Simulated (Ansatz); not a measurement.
# Single-point calculation, with input and output: CNO

- system: CNO (6 atoms in the cell)
- method: DFT r2SCAN, scalar-relativistic, plane waves, PAW, spin-polarised (Ansatz 0.2.0)

The structure derives from a Materials Project entry. Figures and captions count atoms from 1; the log counts them from 0 in places.

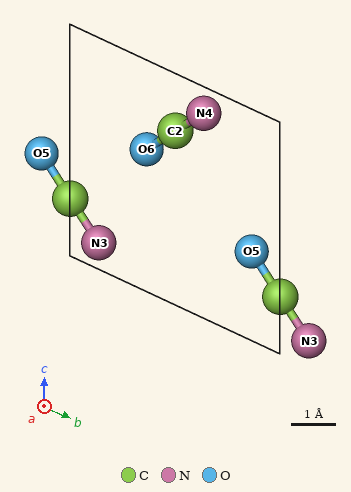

**Figure 1.** The input geometry (ball-and-stick view of the cell of the calculation, along the a axis; atoms are numbered from 1 in the order of the input). An atom can appear more than once, as a periodic image. Near neighbours in the periodic cell (some may lie outside the picture): C has 1 N at 1.20 Å and 1 O at 1.23 Å; N has 1 C at 1.20 Å; O has 1 C at 1.23 Å.

## Input file
```yaml
crystal:
  lattice:
    - [-3.701344, 3.166629, 3.17163]
    - [3.701344, -3.166629, 3.17163]
    - [3.701344, 3.166629, -3.17163]
  atoms:
    - { symbol: C, position: [0.749845, 0.002305, 0.24754], spin: 1.0 }
    - { symbol: C, position: [0.754765, 0.502305, 0.75246], spin: 1.0 }
    - { symbol: "N", position: [0.752495, 0.13779, 0.114705], spin: 1.0 }
    - { symbol: "N", position: [0.023085, 0.63779, 0.885295], spin: 1.0 }
    - { symbol: O, position: [0.75124, 0.866038, 0.385202], spin: 1.0 }
    - { symbol: O, position: [0.480836, 0.366038, 0.614798], spin: 1.0 }
magnetization:
  spin_polarized: true
basis:
  ecutwfc: 500
  fft_grid_basis: typed
kpoints:
  mp_grid: { grid: [6, 6, 6] }
hamiltonian:
  xc: r2scan
  pseudopotentials: { kind: paw }
scf:
  occupations: { method: gaussian, width: 0.1 }
output:
  forces: true
  stress: true
  eigenvalues: true
  bader: true
  write_density: true
  volumetric_format: npy
  populations: true
```

Run on 2 threads of Arm Neoverse N1, 98 GiB of memory available, shared host.

Run as:
```bash
ansatz run input.yaml --threads 2 --pin off --max-ram 4096MiB --backend cpu --events-out ev --progress --plain --runs-dir out
```

## The program's output
```
Engine: ansatz 0.2.0, aarch64-unknown-linux-gnu
Pseudopotentials: kind: paw
Pseudopotential: C, paw, valence charge 4, recommended cutoff 500 eV (meta_gga), C.paw.azcp
Pseudopotential: N, paw, valence charge 5, recommended cutoff 500 eV (meta_gga), N.paw.azcp
Pseudopotential: O, paw, valence charge 6, recommended cutoff 500 eV (meta_gga), O.paw.azcp
Functional definition: r2SCAN
  parameter k0 = 0.174
  parameter k1 = 0.065
  parameter a1 = 4.9479
  exchange = r2scan_x(k0 = k0, k1 = k1, a1 = a1)
  correlation = r2scan_c
Crystal: 6 atoms, lattice volume = 148.696 Å³
Basis set: ecut = 500 eV, 3841 PW (Γ), exchange–correlation on 180×180×180 points (64 copies of the dense FFT grid, shifted against one another)
Bands: 24, of which v1, the nominal top of the filled ones, is band 15 counted from 1 (14 counted from 0)
Symmetry: 4 space group operations
Space group: Ima2 (ITA 46), of the structure as read, at distance tolerance 5.3e-5 Å
Magnetic group: BNS 46.241 (UNI 339), of the structure as read, at distance tolerance 5.3e-5 Å
k-points: 46 of 216 (time reversal used)
Non-local potential: C, projectors of the file, l = 0: 2, l = 1: 2, l = 2: 1
Non-local potential: N, projectors of the file, l = 0: 2, l = 1: 2, l = 2: 1
Non-local potential: O, projectors of the file, l = 0: 2, l = 1: 2, l = 2: 1
PAW form: soft (Blöchl's): semilocal exchange-correlation on the pseudo side does not see the compensation charge
PAW frozen core: C, regenerated for the run's functional (the file was generated under x = pbe(κ = 0.804, μ = 0.2195149727645171), c = pbe(β = 0.06672455060314922))
PAW frozen core: N, regenerated for the run's functional (the file was generated under x = pbe(κ = 0.804, μ = 0.2195149727645171), c = pbe(β = 0.06672455060314922))
PAW frozen core: O, regenerated for the run's functional (the file was generated under x = pbe(κ = 0.804, μ = 0.2195149727645171), c = pbe(β = 0.06672455060314922))
PAW one-centre angular grid: C, 302 points (default); XC on 239 of its mesh's 2573 points in the sphere
PAW one-centre angular grid: N, 302 points (default); XC on 160 Gauss nodes
PAW one-centre angular grid: O, 302 points (default); XC on 160 Gauss nodes
Initial density: superposition of atomic densities (chi_scale 0.1, normalization cell, long waves kept (reshape's long-wave potential 0.18 eV rms))
Starting moments: Σ|m| = 6 μB on 6 of 6 sites
Initial wavefunctions: pseudopotential atomic-orbital guess
Functional: x = r2scan, c = r2scan; τ floored in thin density (d = 2e-4 eV/Å³)
SCF iter   1: F=—  HF=-2403.315969 eV  |F-HF|=—  |Δ(HF+E_count)|=         —  Δρ=6.52e-2 (↑4.30e-2 ↓6.52e-2)  dr2=1.18e1  dr2_τ=4.36e-1  dr2_m=1.76e0  M=2.000 μB ∫|m|=2.073 μB  β_m=0.30  ethr=3.10e-3  ⟨swp⟩=6.0  Hψ=10656  notcnv=0
preconditioner: auto → none  [metal: Δε(μ)=0.001 eV  Ē_g=11.821 eV  σ=0.100 eV  W_gap=0.00  n_scr=18 (ndim 8)  ℏωp=14.3 eV  f_vac=0.316  D(μ)=15.50/eV (n_scr^D=192)  sad-step TF]
SCF iter   2: F=—  HF=-2402.162557 eV  |F-HF|=—  |Δ(HF+E_count)|=    1.15e0  Δρ=4.35e-2 (↑2.58e-2 ↓4.35e-2)  dr2=2.99e0  dr2_τ=5.07e-2  dr2_m=9.02e-1  M=2.000 μB ∫|m|=2.071 μB  β_m=0.30  ethr=3.10e-3  ⟨swp⟩=3.0  Hψ=5018  notcnv=0  defer=233  κ⁻¹=1.0e0(r=1)
SCF iter   3: F=—  HF=-2401.936820 eV  |F-HF|=—  |Δ(HF+E_count)|=   2.26e-1  Δρ=2.76e-2 (↑1.80e-2 ↓2.76e-2)  dr2=6.13e-1  dr2_τ=1.08e-2  dr2_m=5.02e-1  M=2.000 μB ∫|m|=2.094 μB  β_m=0.30  ethr=3.10e-3  ⟨swp⟩=2.8  Hψ=4420  notcnv=0  defer=235  κ⁻¹=8.8e-2(r=2)
SCF iter   4: F=—  HF=-2402.097083 eV  |F-HF|=—  |Δ(HF+E_count)|=   1.60e-1  Δρ=1.83e-2 (↑1.42e-2 ↓1.83e-2)  dr2=9.08e-2  dr2_τ=3.86e-3  dr2_m=3.12e-1  M=2.000 μB ∫|m|=2.123 μB  β_m=0.30  ethr=2.04e-3  ⟨swp⟩=2.8  Hψ=4190  notcnv=0  defer=237  κ⁻¹=7.7e-3(r=3)
SCF iter   5: F=—  HF=-2402.277886 eV  |F-HF|=—  |Δ(HF+E_count)|=   1.81e-1  Δρ=1.66e-2 (↑1.07e-2 ↓1.66e-2)  dr2=6.08e-2  dr2_τ=2.04e-3  dr2_m=2.26e-1  M=2.000 μB ∫|m|=2.168 μB  β_m=0.30  ethr=3.03e-4  ⟨swp⟩=2.6  Hψ=4060  notcnv=0  defer=239  κ⁻¹=1.6e-3(r=4)
SCF iter   6: F=—  HF=-2402.423976 eV  |F-HF|=—  |Δ(HF+E_count)|=   1.46e-1  Δρ=1.68e-2 (↑7.89e-3 ↓1.68e-2)  dr2=8.25e-2  dr2_τ=1.86e-3  dr2_m=1.78e-1  M=2.000 μB ∫|m|=2.221 μB  β_m=0.30  ethr=2.03e-4  ⟨swp⟩=2.2  Hψ=3392  notcnv=0  defer=239  κ⁻¹=1.9e-4(r=5)
SCF iter   7: F=—  HF=-2402.570632 eV  |F-HF|=—  |Δ(HF+E_count)|=   1.47e-1  Δρ=2.01e-2 (↑7.18e-3 ↓2.01e-2)  dr2=2.97e-1  dr2_τ=3.32e-3  dr2_m=1.16e-1  M=2.000 μB ∫|m|=2.260 μB  β_m=1.20  ethr=2.03e-4  ⟨swp⟩=2.1  Hψ=3454  notcnv=0  defer=239
Mixer restart at iter 7: flushing history
spin-set hold released at iteration 7 (site moments contracting): the magnetisation degrees of freedom join the quasi-Newton model from the next iteration; the mixer history was flushed
SCF iter   8: F=—  HF=-2402.739016 eV  |F-HF|=—  |Δ(HF+E_count)|=   1.68e-1  Δρ=8.78e-3 (↑8.27e-3 ↓8.78e-3)  dr2=1.43e-1  dr2_τ=1.37e-3  dr2_m=3.39e-3  M=2.000 μB ∫|m|=2.387 μB  β_m=1.20  ethr=2.03e-4  ⟨swp⟩=2.1  Hψ=4439  notcnv=0  defer=236  κ⁻¹=1.0e0(r=1)
SCF iter   9: F=—  HF=-2402.753033 eV  |F-HF|=—  |Δ(HF+E_count)|=   1.40e-2  Δρ=4.81e-3 (↑4.45e-3 ↓4.81e-3)  dr2=4.13e-2  dr2_τ=5.65e-4  dr2_m=5.03e-4  M=2.000 μB ∫|m|=2.443 μB  β_m=1.20  ethr=2.03e-4  ⟨swp⟩=2.5  Hψ=4314  notcnv=0  defer=235  κ⁻¹=2.2e-1(r=2)
SCF iter  10: F=—  HF=-2402.757108 eV  |F-HF|=—  |Δ(HF+E_count)|=   4.08e-3  Δρ=9.79e-4 (↑9.79e-4 ↓7.93e-4)  dr2=9.21e-4  dr2_τ=8.10e-5  dr2_m=2.40e-4  M=2.000 μB ∫|m|=2.471 μB  β_m=1.20  ethr=1.38e-4  ⟨swp⟩=2.6  Hψ=3634  notcnv=0  defer=235  κ⁻¹=3.0e-2(r=3)
SCF iter  11: F=—  HF=-2402.759633 eV  |F-HF|=—  |Δ(HF+E_count)|=   2.52e-3  Δρ=3.72e-4 (↑3.72e-4 ↓3.27e-4)  dr2=1.46e-4  dr2_τ=9.30e-6  dr2_m=2.19e-5  M=2.000 μB ∫|m|=2.460 μB  β_m=1.20  ethr=3.07e-6  ⟨swp⟩=2.0  Hψ=3301  notcnv=0  defer=234  κ⁻¹=1.9e-3(r=4)
SCF iter  12: F=—  HF=-2402.760208 eV  |F-HF|=—  |Δ(HF+E_count)|=   5.76e-4  Δρ=1.59e-4 (↑1.37e-4 ↓1.59e-4)  dr2=3.19e-5  dr2_τ=1.25e-6  dr2_m=5.38e-7  M=2.000 μB ∫|m|=2.454 μB  β_m=1.20  ethr=4.85e-7  ⟨swp⟩=2.0  Hψ=3265  notcnv=0  defer=234  κ⁻¹=2.5e-4(r=5)
SCF iter  13: F=—  HF=-2402.760377 eV  |F-HF|=—  |Δ(HF+E_count)|=   1.68e-4  Δρ=9.50e-5 (↑8.16e-5 ↓9.50e-5)  dr2=1.03e-5  dr2_τ=4.99e-7  dr2_m=2.92e-7  M=2.000 μB ∫|m|=2.454 μB  β_m=1.20  ethr=1.06e-7  ⟨swp⟩=2.5  Hψ=3339  notcnv=0  defer=234  κ⁻¹=4.1e-5(r=6)
SCF iter  14: F=—  HF=-2402.760436 eV  |F-HF|=—  |Δ(HF+E_count)|=   5.99e-5  Δρ=2.98e-5 (↑2.10e-5 ↓2.98e-5)  dr2=9.98e-7  dr2_τ=4.40e-8  dr2_m=2.09e-7  M=2.000 μB ∫|m|=2.454 μB  β_m=1.20  ethr=3.42e-8  ⟨swp⟩=2.0  Hψ=3262  notcnv=0  defer=234  κ⁻¹=5.6e-6(r=7)
SCF iter  15: F=—  HF=-2402.760441 eV  |F-HF|=—  |Δ(HF+E_count)|=   4.38e-6  Δρ=8.53e-6 (↑7.34e-6 ↓8.53e-6)  dr2=1.38e-7  dr2_τ=3.21e-9  dr2_m=2.70e-9  M=2.000 μB ∫|m|=2.454 μB  β_m=1.20  ethr=3.33e-9  ⟨swp⟩=2.0  Hψ=3353  notcnv=0  defer=234  κ⁻¹=1.2e-6(r=8)
SCF iter  16: F=-2402.760441 eV  HF=-2402.760441 eV  |F-HF|=1.05e-7  |Δ(HF+E_count)|=   4.03e-7  Δρ=3.44e-6 (↑3.44e-6 ↓3.37e-6)  dr2=2.14e-8  dr2_τ=7.04e-10  dr2_m=4.23e-10  M=2.000 μB ∫|m|=2.454 μB  ethr=3.33e-10  ⟨swp⟩=11.1  Hψ=10903  notcnv=0
SCF 1 converged in 16 iterations: F = -2402.760441 eV  dr2 = 2.14e-8
  greatest PAW one-centre occupation: 0.889 electrons in one spin orbital (limit 2), on the O atom at site 5 (counted from 0), in its partial waves of l = 0
```

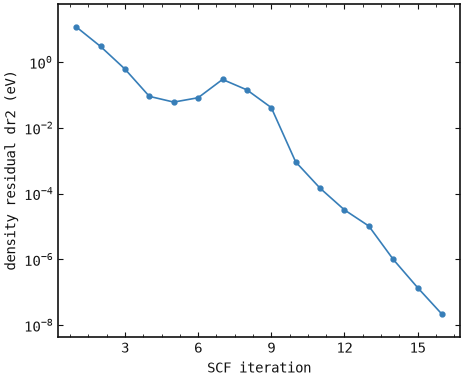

**Figure 2.** Convergence of the self-consistent field: density residual dr2 against the SCF iteration. The residual comes down, with one marked jump up, by a factor of about 4, at step 7.

```
this state was not tested for a lower state beside it, because the mixer in use, unlike msr1, does not test its closes by its own steps (another_mixer; see scf.mixing.algorithm and scf.lower_state_search)
SCF converged after 16 iterations
Magnetization: 2.0000 μB (16.0000 up, 14.0000 down)
Absolute magnetization: 2.4565 μB (∫|ρ↑−ρ↓|, with the PAW one-centre terms)
Spin contamination: 0.0357 ħ² per cell (⟨S²⟩ above its minimum at these occupations)
Per-site moments (μB) at R_I (Å): [(-0.028563670961268064, 0.4960895338361354), (-0.028563670961268082, 0.49608953383613563), (0.2427225341266981, 0.4960895338361354), (0.2427225341266983, 0.49608953383613563), (0.22969800067248883, 0.50642976785832), (0.2296980006724888, 0.50642976785832)]
Free energy (F): -2402.760441 eV
Harris-Foulkes:  -2402.760441 eV  (|F-HF|=1.05e-7)
Internal energy: -2402.760441 eV  (E = F + TS)
E sigma→0 (E₀):  -2402.760441 eV
Fermi energy:    -3.691387 eV
--- Per-component energies (eV) ---
  E_band       = -352.300992
  E_kinetic    = 770.172676
  E_local      = -2556.729155  (includes V_loc(G=0)·N_el)
  E_nonlocal   = 244.843766
  E_hartree    = 888.741676
  E_xc         = -347.610972
  E_vxc        = -497.413922  (∫ρ·V_xc dr)
  E_paw        = -777.981568  (= ΣΔE_a)
  E_vpaw       = -124.889378  (= ΣTr[D̂ρ^β])
  E_aug_tail   = 0.001997  (compensation charges beyond the density's cutoff)
  E_vtau       = 34.231055  (kinetic-family band-sum trace: ∫τ·v_τ [+ j·A + Jᵃ·Aᵃ] dr)
  E_ewald      = -624.026303
  E_core_change = -0.172558  (= ΣΔE_core)
  E_smearing   = -0.000000  (= −TS)
  E_closure    = -0.000000  (closes the sum)
  Σ components = -2402.760441   (vs F -2402.760441, Δ=0.00e0)
--- Forces (eV/Å), atoms counted from 1 ---
  atom   1  C      0.00000000     3.23411469    -3.21579234
  atom   2  C      0.00000000    -3.23411469    -3.21579234
  atom   3  N      0.00000000    -0.73554430     0.73551408
  atom   4  N      0.00000000     0.73554430     0.73551408
  atom   5  O      0.00000000    -2.50186922     2.48026584
  atom   6  O      0.00000000     2.50186922     2.48026584
  max |Σ_I F_I| component: 2.48e-5 eV/Å
--- Stress (GPa, compression-positive) ---
       -0.265844       0.000000       0.000000
        0.000000      -3.666619       0.000000
        0.000000       0.000000      -3.620523
  P = ⅓ Tr σ = -2.5177 GPa (-25.177 kbar)
--- Band table (eV; the first three rows and the last of 92) ---
  k-point 0 ↑: bands = ["-26.0615", "-26.0072", "-21.6940", "-21.6453", "-10.6262", "-10.5563", "-9.0373", "-9.0346", "-8.4880", "-8.1679", "-7.2340", "-7.2261", "-5.8496", "-5.4692", "-4.6280", "-4.5620", "2.3656", "3.5703", "3.6273", "3.8773", "4.3767", "7.7383", "8.0134", "8.0577"]
  k-point 1 ↑: bands = ["-26.0590", "-26.0094", "-21.6949", "-21.6448", "-10.6253", "-10.5612", "-9.0413", "-9.0191", "-8.4734", "-8.1968", "-7.2420", "-7.2306", "-5.8271", "-5.4948", "-4.6166", "-4.5450", "2.6067", "3.5257", "3.6482", "3.8785", "4.3013", "7.1141", "7.5538", "7.8777"]
  k-point 2 ↑: bands = ["-26.0532", "-26.0147", "-21.6967", "-21.6440", "-10.6225", "-10.5717", "-9.0380", "-8.9995", "-8.4297", "-8.2694", "-7.2571", "-7.2402", "-5.7643", "-5.5637", "-4.5960", "-4.5085", "3.2844", "3.4687", "3.6651", "3.9005", "4.1355", "5.7600", "7.2772", "7.6157"]
  k-point 45 ↓: bands = ["-25.4419", "-25.4221", "-20.5375", "-20.5368", "-10.2486", "-10.1688", "-8.5313", "-7.9475", "-7.8432", "-7.8217", "-6.6412", "-6.6229", "-4.1379", "-4.0468", "-3.3591", "-2.7098", "3.9303", "3.9459", "4.5056", "4.7865", "5.0912", "5.2754", "6.2305", "7.2191"]
--- Löwdin populations: 6 sites ---
  site symbol       q [e]    m [muB]
     0      C      3.4154    -0.1154
     1      C      3.4154    -0.1154
     2      N      5.1682     0.6647
     3      N      5.1682     0.6647
     4      O      6.1911     0.4396
     5      O      6.1911     0.4396
  spilling = 0.015012 (of n_electrons = 30.000000)
--- Bader charges: 6 sites ---
  site symbol  charge [e]  shift [e]    m [muB]
     0      C      1.9510     0.0111    -0.0608
     1      C      1.9510     0.0111    -0.0608
     2      N     -0.9890     0.0073     0.6753
     3      N     -0.9890     0.0073     0.6753
     4      O     -0.9620     0.0038     0.3855
     5      O     -0.9620     0.0038     0.3855
  estimated error of the sums over rays = 2.5e-4 e
```

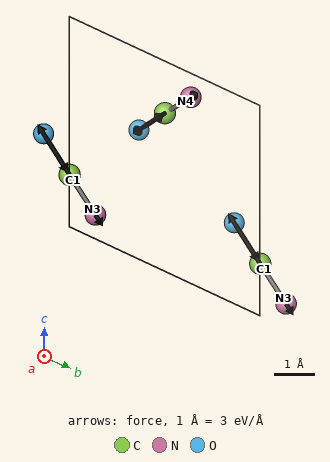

**Figure 3.** Forces on the atoms as black arrows (ball-and-stick view of the cell of the calculation, along the a axis; atoms are numbered from 1 in the order of the input). The largest act on C1, C2 (4.56 eV/Å); O5, O6 (3.52 eV/Å). The geometry is not a stationary point of this energy.

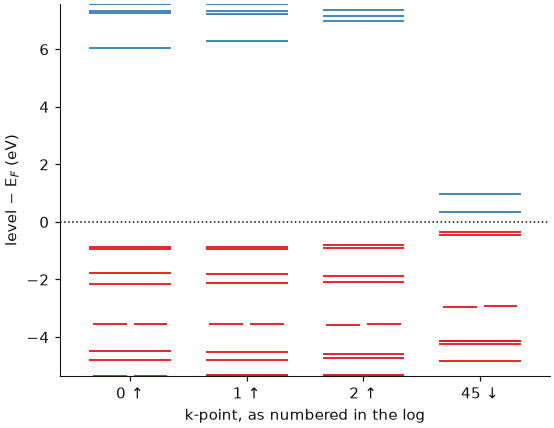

**Figure 4.** Kohn–Sham levels near the Fermi level (dotted) at the few k-points that the log prints; levels within 0.02 eV of each other stand side by side. Among these points the highest filled and lowest empty levels are 0.69 eV apart, which is the gap on the mesh.

## Results in brief

```json
{"quantity": "outcome", "value": "converged"}
{"quantity": "electrons treated", "value": "30"}
{"quantity": "free energy", "value": "−2402.7604 eV"}
{"quantity": "Fermi energy", "value": "−3.691 eV"}
{"quantity": "gap on the k-point mesh", "value": "0.69 eV"}
{"quantity": "net moment of the cell", "value": "2.00 μB"}
{"quantity": "integrated absolute moment", "value": "2.46 μB"}
{"quantity": "largest force (length of the vector)", "value": "4.561 eV/Å"}
{"quantity": "wall time", "value": "2.7 min (CPU time 5.3 min)"}
{"quantity": "peak memory", "value": "0.88 GiB"}
```

## Remarks

The program warns: the state was not tested for a lower one.
